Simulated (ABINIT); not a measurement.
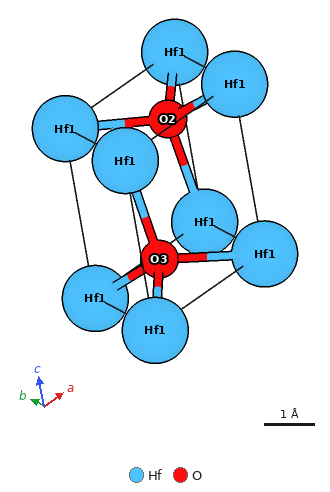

*The structure as given in the input (ball-and-stick view of the cell of the calculation, seen slightly off an axis; atoms are numbered from 1 in the order of the input).*

Near neighbours in the crystal (not all of them lie inside the picture): Hf has 8 O at 2.17 to 2.28 Å; O has 4 Hf at 2.17 to 2.28 Å.

# Run report: HfO₂, single-point calculation

The run: single-point calculation of HfO₂ (P1, 3 atoms in the cell). Method and program: Kohn-Sham DFT of a periodic cell, PBE, JTH PAW PBE v2.0, no spin polarisation (ABINIT 10.8.3).

The structure derives from an entry of the Crystallography Open Database.

### Input
```
# Pseudopotentials
pp_dirpath "./"
pseudos "Hf.GGA_PBE-JTH.xml, O.GGA_PBE-JTH.xml"

# Structure
acell 6.8348581746 6.8348581746 6.8348581746
rprim
     0.0000000000     0.7071067812     0.7071067812
     0.7071067812     0.0000000000     0.7071067812
     0.7071067812     0.7071067812     0.0000000000
ntypat 2
znucl 72 8
natom 3
typat 1 2 2
xred
     0.0090260000     0.0007760000    -0.0152430000
     0.7464370000     0.7487370000     0.7572420000
     0.2510910000     0.2400870000     0.2500430000
chkprim 0
chksymtnons 0
tolsym 1.0e-6

# Plane-wave basis
ecut 23.0
pawecutdg 45.0

# k points
kptopt 1
ngkpt 9 9 9
nshiftk 1
shiftk 0.0 0.0 0.0

# Exchange and correlation
ixc 11

# Bands and occupations
nband 16
occopt 3
tsmear 0.05 eV

# SCF cycle
nstep 100
tolvrs 1.0e-9

# Output
iomode 3
prtwf 0
prteig 0
prtebands 0
prtden 1
prtvha 1
prtvclmb 1
prtpot 1
```

Hardware: 1 thread of Arm Neoverse V2, 24 GiB of memory available, shared host.

Launch command:
```bash
abinit run.abi > log 2>&1
```

### The program's output
```
.Version 10.8.3 of ABINIT
 Symmetries : space group P1 (#  1); Bravais aP (primitive triclinic)
================================================================================
 Values of the parameters that define the memory need of the present run
     intxc =       0    ionmov =       0      iscf =      17    lmnmax =      18
     lnmax =       6     mgfft =      30  mpssoang =       3    mqgrid =    3001
     natom =       3  nloc_mem =       2    nspden =       1   nspinor =       1
    nsppol =       1      nsym =       1    n1xccc =       1    ntypat =       2
    occopt =       3   xclevel =       2
       mpw =        1218          nfft =       27000          nkpt =         365
 PAW method is used; the additional fine FFT grid is defined by:
   mgfftf=        45    nfftf =     91125
================================================================================
================================================================================

--------------------------------------------------------------------------------
------------- Echo of variables that govern the present computation ------------
--------------------------------------------------------------------------------
 -outvars: echo values of preprocessed input variables --------
            acell      6.8348581746E+00  6.8348581746E+00  6.8348581746E+00 Bohr
              amu      1.78490000E+02  1.59994000E+01
          chkprim           0
      chksymtnons           0
             ecut      2.30000000E+01 Hartree
                       outvar_i_n : Printing only first  50 k-points.
              ixc          11
                       outvar_i_n : Printing only first  50 k-points.
         kptrlatt        9    0    0      0    9    0      0    0    9
          kptrlen      6.15137236E+01
            natom           3
            nband          16
            ngfft          30      30      30
          ngfftdg          45      45      45
             nkpt         365
            nstep         100
             nsym           1
           ntypat           2
                       prtocc : prtvol=0, do not print more k-points.
           occopt           3
        pawecutdg      4.50000000E+01 Hartree
         pawxcdev           0
        prtebands           0
           prteig           0
           prtpot           1
         prtvclmb           1
           prtvha           1
            prtwf           0
            rprim      0.0000000000E+00  7.0710678120E-01  7.0710678120E-01
                       7.0710678120E-01  0.0000000000E+00  7.0710678120E-01
                       7.0710678120E-01  7.0710678120E-01  0.0000000000E+00
          spgroup           1
           tolsym      1.00000000E-06
           tolvrs      1.00000000E-09
           tsmear      1.83746611E-03 Hartree
            typat      1  2  2
           useylm           1
                       outvars : Printing only first  50 k-points.
           xangst     -3.6999352475E-02 -1.5899977489E-02  2.5068614983E-02
                       3.8515412899E+00  3.8456590399E+00  3.8239075025E+00
                       1.2535074742E+00  1.2816502041E+00  1.2561877342E+00
            xcart     -6.9918643014E-02 -3.0046602863E-02  4.7372816674E-02
                       7.2783582006E+00  7.2672423591E+00  7.2261379105E+00
                       2.3687858230E+00  2.4219678751E+00  2.3738507803E+00
             xred      9.0260000000E-03  7.7600000000E-04 -1.5243000000E-02
                       7.4643700000E-01  7.4873700000E-01  7.5724200000E-01
                       2.5109100000E-01  2.4008700000E-01  2.5004300000E-01
            znucl       72.00000    8.00000

================================================================================

 chkinp: Checking input parameters for consistency.

================================================================================
== DATASET  1 ==================================================================

--- !DatasetInfo
iteration_state: {dtset: 1, }
dimensions: {natom: 3, nkpt: 365, mband: 16, nsppol: 1, nspinor: 1, nspden: 1, mpw: 1218, }
cutoff_energies: {ecut:  23.0, pawecutdg:  45.0, }
electrons: {nelect:   2.40000000E+01, charge:   0.00000000E+00, occopt:   3.00000000E+00, tsmear:   1.83746611E-03, }
meta: {optdriver: 0, ionmov: 0, optcell: 0, iscf: 17, paral_kgb: 0, }
...

 Exchange-correlation functional for the present dataset will be:
  GGA: Perdew-Burke-Ernzerhof functional - ixc=11
  J.P.Perdew, K.Burke, M.Ernzerhof, PRL 77, 3865 (1996)

 Real(R)+Recip(G) space primitive vectors, cartesian coordinates (Bohr,Bohr^-1):
 R(1)=  0.0000000  4.8329746  4.8329746  G(1)= -0.1034560  0.1034560  0.1034560
 R(2)=  4.8329746  0.0000000  4.8329746  G(2)=  0.1034560 -0.1034560  0.1034560
 R(3)=  4.8329746  4.8329746  0.0000000  G(3)=  0.1034560  0.1034560 -0.1034560
 Unit cell volume ucvol=  2.2577379E+02 bohr^3
 Angles (23,13,12)=  6.00000000E+01  6.00000000E+01  6.00000000E+01 degrees

 Coarse grid specifications (used for wave-functions):

 getcut: wavevector=  0.0000  0.0000  0.0000  ngfft=  30  30  30
         ecut(hartree)=     23.000   => boxcut(ratio)=   2.03538

 Fine grid specifications (used for densities):

 getcut: wavevector=  0.0000  0.0000  0.0000  ngfft=  45  45  45
         ecut(hartree)=     45.000   => boxcut(ratio)=   2.13183

--- Pseudopotential description ------------------------------------------------
- pspini: atom type   1  psp file is ./Hf.GGA_PBE-JTH.xml
 Pseudopotential format is: paw10
 basis_size (lnmax)=  6 (lmn_size= 18), orbitals=   0   0   1   1   2   2
 Spheres core radius: rc_sph= 2.41119446
 Shapefunction is SIN type: shapef(r)=[sin(pi*r/rshp)/(pi*r/rshp)]**2
 Radius for shape functions =  2.41119446
 Compensation charge density is not taken into account in XC energy/potential

- pspini: atom type   2  psp file is ./O.GGA_PBE-JTH.xml
 Pseudopotential format is: paw10
 basis_size (lnmax)=  4 (lmn_size=  8), orbitals=   0   0   1   1
 Spheres core radius: rc_sph= 1.41465230
 Shapefunction is SIN type: shapef(r)=[sin(pi*r/rshp)/(pi*r/rshp)]**2
 Radius for shape functions =  1.20231231
 Compensation charge density is not taken into account in XC energy/potential

   2.44829958E+03                                ecore*ucvol(ha*bohr**3)
--------------------------------------------------------------------------------

================================================================================

--- !BeginCycle
iteration_state: {dtset: 1, }
solver: {iscf: 17, nstep: 100, nline: 4, wfoptalg: 10, }
tolerances: {tolvrs: 1.00E-09, }
...

     iter   Etot(hartree)      deltaE(h)  residm     nres2
 ETOT  1  -81.401000396309    -8.140E+01 2.526E+00 3.557E+01
 ETOT  2  -82.566514578038    -1.166E+00 6.634E-02 7.416E+00
 ETOT  3  -82.559205679862     7.309E-03 1.862E-02 1.875E+00
 ETOT  4  -82.558286372221     9.193E-04 8.167E-03 4.645E-02
 ETOT  5  -82.558557956911    -2.716E-04 7.348E-03 9.574E-03
 ETOT  6  -82.558589041018    -3.108E-05 7.659E-03 2.912E-03
 ETOT  7  -82.558593438849    -4.398E-06 5.122E-03 2.017E-03
 ETOT  8  -82.558590226990     3.212E-06 5.307E-03 3.676E-05
 ETOT  9  -82.558590879013    -6.520E-07 4.858E-03 8.608E-06
 ETOT 10  -82.558590908397    -2.938E-08 3.458E-03 5.085E-07
 ETOT 11  -82.558590910980    -2.582E-09 1.919E-03 2.937E-07
 ETOT 12  -82.558590911011    -3.099E-11 2.758E-03 3.338E-08
 ETOT 13  -82.558590911007     3.766E-12 1.955E-03 1.093E-09
 ETOT 14  -82.558590911008    -8.811E-13 1.957E-03 3.024E-10

 At SCF step   14       nres2   =  3.02E-10 < tolvrs=  1.00E-09 =>converged.

 Cartesian components of stress tensor (hartree/bohr^3)
  sigma(1 1)=  1.78961472E-04  sigma(3 2)= -3.30923258E-05
  sigma(2 2)=  1.84367787E-04  sigma(3 1)=  1.36713531E-06
  sigma(3 3)=  1.83344821E-04  sigma(2 1)= -1.33523434E-05

--- !ResultsGS
iteration_state: {dtset: 1, }
comment   : Summary of ground state results
lattice_vectors:
- [  0.0000000,   4.8329746,   4.8329746, ]
- [  4.8329746,   0.0000000,   4.8329746, ]
- [  4.8329746,   4.8329746,   0.0000000, ]
lattice_lengths: [   6.83486,    6.83486,    6.83486, ]
lattice_angles: [ 60.000,  60.000,  60.000, ] # degrees, (23, 13, 12)
lattice_volume:   2.2577379E+02
convergence: {deltae: -8.811E-13, res2:  3.024E-10, residm:  1.957E-03, diffor: null, }
etotal    :  -8.25585909E+01
entropy   :   0.00000000E+00
fermie    :   4.06916894E-02
cartesian_stress_tensor: # hartree/bohr^3
- [  1.78961472E-04,  -1.33523434E-05,   1.36713531E-06, ]
- [ -1.33523434E-05,   1.84367787E-04,  -3.30923258E-05, ]
- [  1.36713531E-06,  -3.30923258E-05,   1.83344821E-04, ]
pressure_GPa:  -5.3612E+00
xred      :
- [  9.0260E-03,   7.7600E-04,  -1.5243E-02, Hf]
- [  7.4644E-01,   7.4874E-01,   7.5724E-01,  O]
- [  2.5109E-01,   2.4009E-01,   2.5004E-01,  O]
cartesian_forces: # hartree/bohr
- [  2.64791502E-03,   1.26678306E-03,  -3.10571628E-03, ]
- [ -8.07227891E-03,  -1.34063906E-03,  -5.40784310E-04, ]
- [  5.42436388E-03,   7.38559984E-05,   3.64650059E-03, ]
force_length_stats: {min:   4.27336716E-03, max:   8.20069799E-03, mean:   6.33686302E-03, }
...

 Integrated electronic density in atomic spheres:
 ------------------------------------------------
 Atom  Sphere_radius  Integrated_density
    1        2.41119          9.35554268
    2        1.41465          4.61064254
    3        1.41465          4.61298749

================================================================================

 ----iterations are completed or convergence reached----

 Mean square residual over all n,k,spin=   42.854E-07; max=  19.571E-04
 reduced coordinates (array xred) for    3 atoms
       0.009026000000      0.000776000000     -0.015243000000
       0.746437000000      0.748737000000      0.757242000000
       0.251091000000      0.240087000000      0.250043000000
 rms dE/dt=  2.8438E-02; max dE/dt=  4.5299E-02; dE/dt below (all hartree)
    1       0.008803020636      0.002309860785     -0.019112734816
    2       0.009008374465      0.041724034405      0.045299294568
    3      -0.018064885589     -0.043741938319     -0.026765855383

 cartesian coordinates (angstrom) at end:
    1     -0.03699935247543    -0.01589997748944     0.02506861498335
    2      3.85154128994246     3.84565903994637     3.82390750246081
    3      1.25350747416763     1.28165020414895     1.25618773416585

 cartesian forces (hartree/bohr) at end:
    1      0.00264791502340     0.00126678306217    -0.00310571627979
    2     -0.00807227890770    -0.00134063906053    -0.00054078431016
    3      0.00542436388430     0.00007385599837     0.00364650058994
 frms,max,avg= 3.7747591E-03 8.0722789E-03   1.167E-06  3.879E-05 -2.130E-05 h/b

 cartesian forces (eV/Angstrom) at end:
    1      0.13616126509715     0.06514060414482    -0.15970235220973
    2     -0.41509327096099    -0.06893843227890    -0.02780824730589
    3      0.27893200586385     0.00379782813408     0.18751059951562
 frms,max,avg= 1.9410592E-01 4.1509327E-01   6.002E-05  1.995E-03 -1.095E-03 e/A
 length scales=  6.834858174600  6.834858174600  6.834858174600 bohr
              =  3.616851183299  3.616851183299  3.616851183299 angstroms
 Fermi (or HOMO) energy (hartree) =   0.04069   Average Vxc (hartree)=  -0.43063
 Eigenvalues (hartree) for nkpt= 365  k points:
 kpt#   1, nband= 16, wtk=  0.00137, kpt=  0.0000  0.0000  0.0000 (reduced coord)
  -2.25396   -1.09509   -1.09483   -1.09452   -0.68352   -0.57769   -0.19329   -0.19139
  -0.18958   -0.02455   -0.02343   -0.02311    0.14051    0.14143    0.20491    0.36581
      occupation numbers for kpt#   1
   2.00000    2.00000    2.00000    2.00000    2.00000    2.00000    2.00000    2.00000
   2.00000    2.00000    2.00000    2.00000    0.00000    0.00000    0.00000    0.00000
 prteigrs : prtvol=0 or 1, do not print more k-points.

--- !EnergyTerms
iteration_state     : {dtset: 1, }
comment             : Components of total free energy in Hartree
kinetic             :  2.04818360984375E+01
hartree             :  1.34616216282405E+01
xc                  : -1.49852323405029E+01
Ewald energy        : -6.72139140806670E+01
psp_core            :  1.08440380756538E+01
local_psp           : -2.76008958964881E+01
PAW spherical_terms : -1.75460416790052E+01
internal            : -8.25585881943313E+01
'-kT*entropy'       : -8.59218955260226E-14
total_energy        : -8.25585881943314E+01
total_energy_eV     : -2.24653363127884E+03
...

--- !EnergyTermsDC
iteration_state     : {dtset: 1, }
comment             : '"Double-counting" decomposition of free energy'
band_energy         : -1.48758219744264E+01
Ewald energy        : -6.72139140806670E+01
psp_core            :  1.08440380756538E+01
xc_dc               : -1.67743968724547E+01
PAW spherical_terms :  5.46150394088650E+00
internal            : -8.25585909110077E+01
'-kT*entropy'       : -8.59218955260226E-14
total_energy_dc     : -8.25585909110078E+01
total_energy_dc_eV  : -2.24653370520337E+03
...

--- !EnergyTermsWithPAWCore
iteration_state     : {dtset: 1, }
comment             : 'Components of total free energy, including PAW core contributions'
Total energy        : -1.52292334681500E+04
Total energy DC     : -1.52292334708667E+04
Total energy (eV)   : -4.14408554132050E+05
Total energy DC (eV): -4.14408554205975E+05
...

 Cartesian components of stress tensor (hartree/bohr^3)
  sigma(1 1)=  1.78961472E-04  sigma(3 2)= -3.30923258E-05
  sigma(2 2)=  1.84367787E-04  sigma(3 1)=  1.36713531E-06
  sigma(3 3)=  1.83344821E-04  sigma(2 1)= -1.33523434E-05

-Cartesian components of stress tensor (GPa)         [Pressure= -5.3612E+00 GPa]
- sigma(1 1)=  5.26522829E+00  sigma(3 2)= -9.73609840E-01
- sigma(2 2)=  5.42428757E+00  sigma(3 1)=  4.02225096E-02
- sigma(3 3)=  5.39419086E+00  sigma(2 1)= -3.92839506E-01

== END DATASET(S) ==============================================================
================================================================================

 -outvars: echo values of variables after computation  --------
            acell      6.8348581746E+00  6.8348581746E+00  6.8348581746E+00 Bohr
           etotal     -8.2558590911E+01
            fcart      2.6479150234E-03  1.2667830622E-03 -3.1057162798E-03
                      -8.0722789077E-03 -1.3406390605E-03 -5.4078431016E-04
                       5.4243638843E-03  7.3855998366E-05  3.6465005899E-03
            rprim      0.0000000000E+00  7.0710678120E-01  7.0710678120E-01
                       7.0710678120E-01  0.0000000000E+00  7.0710678120E-01
                       7.0710678120E-01  7.0710678120E-01  0.0000000000E+00
           strten      1.7896147216E-04  1.8436778700E-04  1.8334482072E-04
                      -3.3092325837E-05  1.3671353136E-06 -1.3352343410E-05
           xangst     -3.6999352475E-02 -1.5899977489E-02  2.5068614983E-02
                       3.8515412899E+00  3.8456590399E+00  3.8239075025E+00
                       1.2535074742E+00  1.2816502041E+00  1.2561877342E+00
             xred      9.0260000000E-03  7.7600000000E-04 -1.5243000000E-02
                       7.4643700000E-01  7.4873700000E-01  7.5724200000E-01
                       2.5109100000E-01  2.4008700000E-01  2.5004300000E-01
 Calculation completed.
```

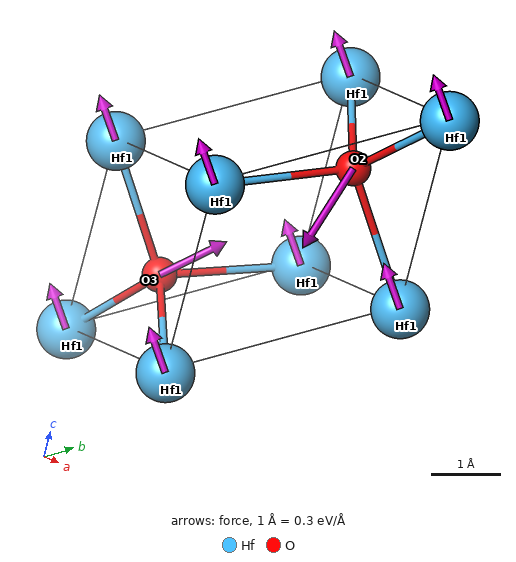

*Forces on the atoms as pink arrows (ball-and-stick view of the cell of the calculation, seen slightly off an axis; atoms are numbered from 1 in the order of the input).*

The largest act on O2 (0.42 eV/Å); O3 (0.34 eV/Å); Hf1 (0.22 eV/Å). The geometry is not a stationary point of this energy.

### Summary

- outcome: converged
- space group (tolerance 0.01 Å): P1 (1)
- electrons treated: 24
- free energy: −2246.5337 eV
- Fermi energy: 1.107 eV
- gap on the k-point mesh: 3.84 eV
- pressure: −5.36 GPa
- largest force (length of the vector): 0.422 eV/Å
- wall time: 3.5 min
- peak memory: 0.35 GiB

Spin–orbit coupling is left out, which matters for Hf. The cell is under a tension of 5.4 GPa at this level, so it is not at its equilibrium volume.
